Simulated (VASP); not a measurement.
```yaml
crystal:
  lattice:
    - [8.85929, 0.13958, 0.00000]
    - [0.04548, 2.90118, 0.00000]
    - [0.00000, 0.00000, 27.54815]
  atoms:
    - { symbol: C, position: [0.24537, 0.22259, 0.31983] }
    - { symbol: C, position: [0.74963, 0.27787, 0.31454] }
    - { symbol: C, position: [0.24530, 0.72286, 0.31982] }
    - { symbol: C, position: [0.74957, 0.77782, 0.31455] }
    - { symbol: C, position: [0.25790, 0.22164, 0.26634] }
    - { symbol: C, position: [0.74724, 0.27780, 0.26089] }
    - { symbol: C, position: [0.25777, 0.72146, 0.26633] }
    - { symbol: C, position: [0.74722, 0.77797, 0.26091] }
```

Changed on purpose from its base cell (the structure that the rattled cell fell into); not relaxed (largest force 0.4 eV/Å).

These are results of VASP, Kohn-Sham DFT of a periodic cell, PBE, VASP PAW PBE potentials, recommended, not measurements.

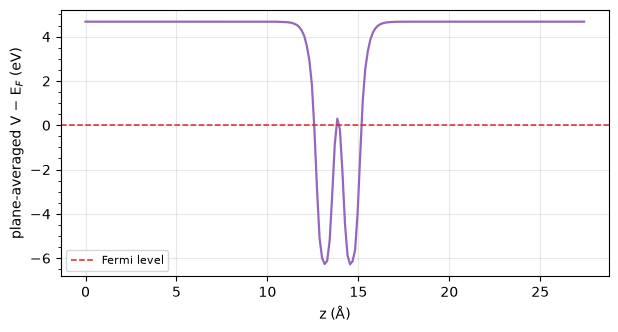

C. Plane average of the electrostatic potential energy of an electron across the slab.

### How far above the Fermi level of the calculation is the vacuum level?

4.7 eV.

### How thick is the slab, and how wide the vacuum?

The outermost nuclei are 1.6 Å apart, in 2 atomic planes; the vacuum between periodic images is 25.9 Å wide.
